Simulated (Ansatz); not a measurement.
A series of calculations on SiO2

Part 1: Relaxation

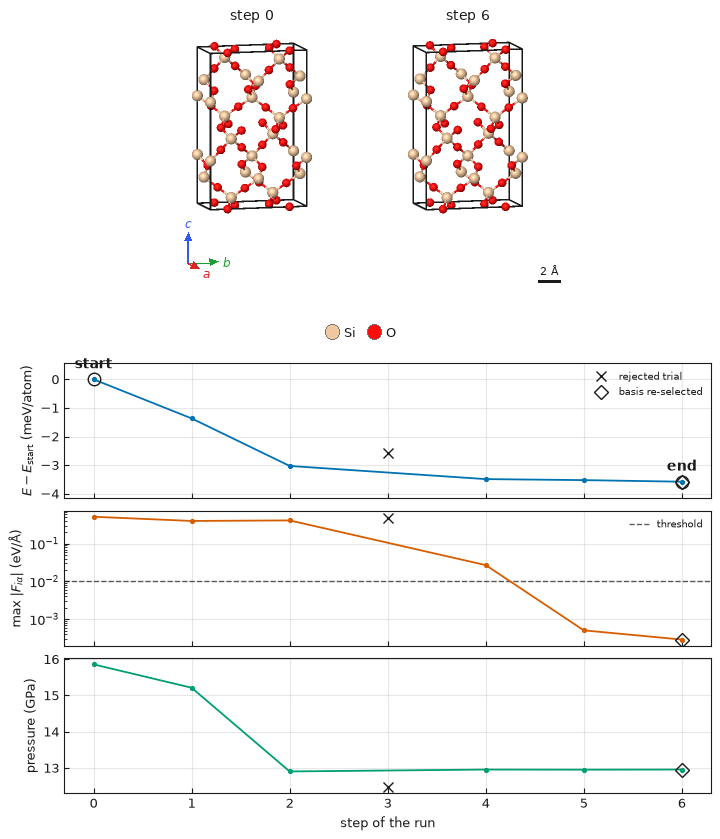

First and last geometry of a relaxation of crystalline SiO2 (set up in Fddd), with the history of the run. Style: ball-and-stick. Shown: the conventional cell (4 times the calculation's cell), slightly off an axis. Lengths and directions refer to the drawn axes.

Case: volume × 0.91, shape and atoms relaxed.

All numbers below come from DFT LDA, scalar-relativistic, plane waves, PAW (Ansatz 0.2.0).

Input
```yaml
crystal:
  lattice:
    - [0.0, 4.5320426757, 7.1710459427]
    - [2.267265598, 0.0, 7.1710459427]
    - [2.267265598, 4.5320426757, 0.0]
  atoms:
    - { symbol: Si, position: [0.5620400196, 0.5620400196, 0.9379599804] }
    - { symbol: Si, position: [0.3120400196, 0.3120400196, 0.6879599804] }
    - { symbol: Si, position: [0.6879599804, 0.6879599804, 0.3120400196] }
    - { symbol: Si, position: [0.9379599804, 0.9379599804, 0.5620400196] }
    - { symbol: O, position: [0.625, 0.125, 0.625] }
    - { symbol: O, position: [0.625, 0.625, 0.125] }
    - { symbol: O, position: [0.625, 0.625, 0.625] }
    - { symbol: O, position: [0.125, 0.625, 0.625] }
    - { symbol: O, position: [0.1777053767, 0.8222946233, 0.1777053767] }
    - { symbol: O, position: [0.8222946233, 0.1777053767, 0.8222946233] }
    - { symbol: O, position: [0.4277053767, 0.0722946233, 0.4277053767] }
    - { symbol: O, position: [0.0722946233, 0.4277053767, 0.0722946233] }
basis:
  ecutwfc: 420
kpoints:
  mp_grid: { grid: [6, 6, 6] }
hamiltonian:
  xc: lda
scf:
  occupations: { method: gaussian, width: 0.02 }
output:
  forces: true
  stress: true
  eigenvalues: true
relax:
  adjacent_minimum: "off"
  f_tol: 0.01
  max_steps: 30
  cell: { stress_tol: 0.1, fix: [volume] }
```

Run as
```bash
ansatz run input.yaml --threads 2 --pin off --max-ram 5120MiB --backend cpu --events-out ev --progress --plain --runs-dir out
```

Question: What do the curves and the structures tell?

Answer: It converged. The largest moves relative to the cell, 0.039 Å, are those of O9, O10, O11 and O12. O10 goes along +b. By element the largest moves are O 0.039 Å, Si 0.009 Å. The drawn cell changes at constant volume: a 4.535 → 4.522 Å (−0.3 %), b 9.064 → 9.033 Å (−0.3 %), c 14.342 → 14.430 Å (+0.6 %). Some distances before and after: Si1–O10 1.583 → 1.594 Å, Si1–O6 1.556 → 1.561 Å. Among the angles between lasting bonds that change: Si2–O11–Si3 131.1° → 128.6°. The space group stays Fddd (No. 70). After 4 accepted moves (6 points after the start) the energy has fallen by 3.6 meV per atom. Largest force component: 0.52 eV/Å at the start, 0.00029 eV/Å at the end. Pressure: 15.86 GPa at the start and 12.96 GPa at the end. The line search rejected the trial step at point 3 of the run. The SCF was repeated once at an unchanged geometry on a basis and grid sized afresh for the cell, which shifted the energy by 0.1 meV per atom at most. The run took 66 s on 2 threads of Arm Neoverse V2, with other jobs on the host, peak memory 0.55 GiB.

Part 2: Relaxation

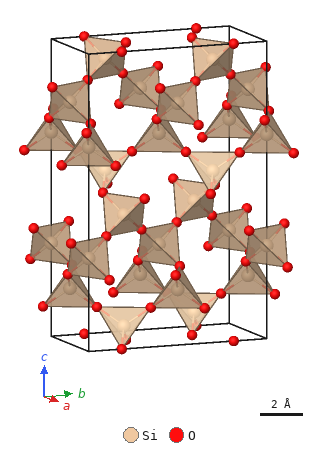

Solid SiO2 (set up in Fddd), before the relaxation. The picture is a polyhedral view of the conventional cell (4 times the calculation's cell), seen slightly off an axis. Lengths and directions refer to the drawn axes.

Case: volume × 0.97, shape and atoms relaxed.

All numbers below come from Ansatz 0.2.0, DFT LDA, scalar-relativistic, plane waves, PAW.

Input file:
```yaml
crystal:
  lattice:
    - [0.0, 4.6512626745, 7.2676991194]
    - [2.3234933301, 0.0, 7.2676991194]
    - [2.3234933301, 4.6512626745, 0.0]
  atoms:
    - { symbol: Si, position: [0.5630813687, 0.5630813687, 0.9369186313] }
    - { symbol: Si, position: [0.3130813687, 0.3130813687, 0.6869186313] }
    - { symbol: Si, position: [0.6869186313, 0.6869186313, 0.3130813687] }
    - { symbol: Si, position: [0.9369186313, 0.9369186313, 0.5630813687] }
    - { symbol: O, position: [0.625, 0.125, 0.625] }
    - { symbol: O, position: [0.625, 0.625, 0.125] }
    - { symbol: O, position: [0.625, 0.625, 0.625] }
    - { symbol: O, position: [0.125, 0.625, 0.625] }
    - { symbol: O, position: [0.1856430184, 0.8143569816, 0.1856430184] }
    - { symbol: O, position: [0.8143569816, 0.1856430184, 0.8143569816] }
    - { symbol: O, position: [0.4356430184, 0.0643569816, 0.4356430184] }
    - { symbol: O, position: [0.0643569816, 0.4356430184, 0.0643569816] }
basis:
  ecutwfc: 420
kpoints:
  mp_grid: { grid: [6, 6, 6] }
hamiltonian:
  xc: lda
scf:
  occupations: { method: gaussian, width: 0.02 }
output:
  forces: true
  stress: true
  eigenvalues: true
relax:
  adjacent_minimum: "off"
  f_tol: 0.01
  max_steps: 30
  cell: { stress_tol: 0.1, fix: [volume] }
```

Run as
```bash
ansatz run input.yaml --threads 2 --pin off --max-ram 5120MiB --backend cpu --events-out ev --progress --plain --runs-dir out
```

### Predict the outcome.

The largest moves relative to the cell, 0.036 Å, are those of O9, O10, O11 and O12. O11 goes along −b. By element the largest moves are O 0.036 Å, Si 0.007 Å. The drawn cell changes at constant volume: a 4.647 → 4.641 Å (−0.1 %), b 9.303 → 9.284 Å (−0.2 %), c 14.535 → 14.583 Å (+0.3 %). Near-neighbour distances that change, for instance: Si1–O10 1.596 → 1.606 Å. Bond angles that change, for instance: Si2–O11–Si3 136.0° → 133.6°. The space group stays Fddd (No. 70). Over 4 accepted moves (6 points after the start) the energy falls by 31.1 meV per cell of the calculation. The largest force component goes from 0.43 to 0.0012 eV/Å. Pressure: 6.04 GPa at the start and 3.90 GPa at the end. The line search rejected the trial step at point 3 of the run. The SCF was repeated once at an unchanged geometry on a basis and grid sized afresh for the cell, which shifted the energy by 0.1 meV per cell of the calculation at most.

History of the run:

| step | E − E(0), meV/atom | largest force component, eV/Å | pressure, GPa | note |
| --- | --- | --- | --- | --- |
| 0 | 0.00 | 0.4268 | 6.04 |  |
| 1 | -1.01 | 0.3307 | 5.55 |  |
| 2 | -2.39 | 0.2205 | 3.96 |  |
| 3 | -2.15 | 0.3317 | 3.71 | rejected |
| 4 | -2.56 | 0.0155 | 3.91 |  |
| 5 | -2.59 | 0.0012 | 3.90 |  |
| 6 | -2.60 | 0.0012 | 3.90 | same geometry, new basis |

Part 3: A change

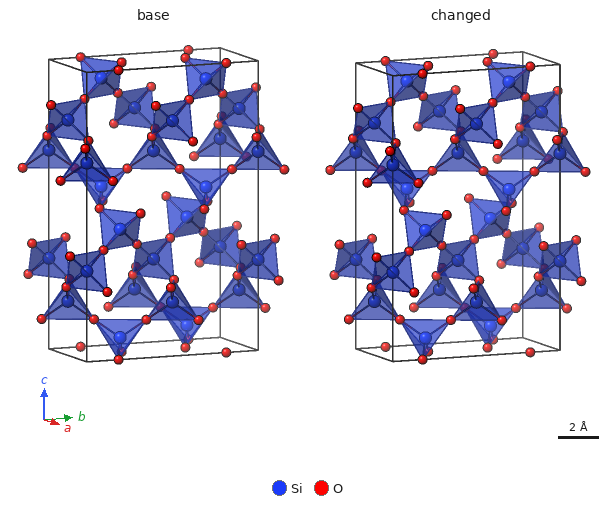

Left: solid SiO$_{2}$ (set up in Fddd). Right: the same structure after one change, at the same scale. The picture is a polyhedral view of the conventional cell (4 times the calculation's cell), seen slightly off an axis. Lengths and directions refer to the drawn axes.

Level of theory: DFT LDA, scalar-relativistic, plane waves, PAW in Ansatz. (plane-wave cutoff 420 eV; k-point mesh 6 × 6 × 6; occupations gaussian; smearing width 0.02 eV; no spin polarisation)

What distinguishes the right structure from the left one?

The volume is changed by −6.0 %. The cell's shape and the atoms are relaxed at that volume.

What does the change do?

It costs 20.0 meV per atom. The pressure goes from 0.0 to 8.2 GPa. The volume changes by −6.0 %, with a 4.694 → 4.584 Å (−2.4 %), b 9.397 → 9.163 Å (−2.5 %), c 14.684 → 14.498 Å (−1.3 %). The largest moves relative to the cell, 0.073 Å, are those of O atoms. By element the largest moves are O 0.073 Å, Si 0.015 Å. Near-neighbour distances before and after: O–Si 1.597 → 1.573 Å, O–Si 1.613 → 1.600 Å. The space group stays Fddd (No. 70).
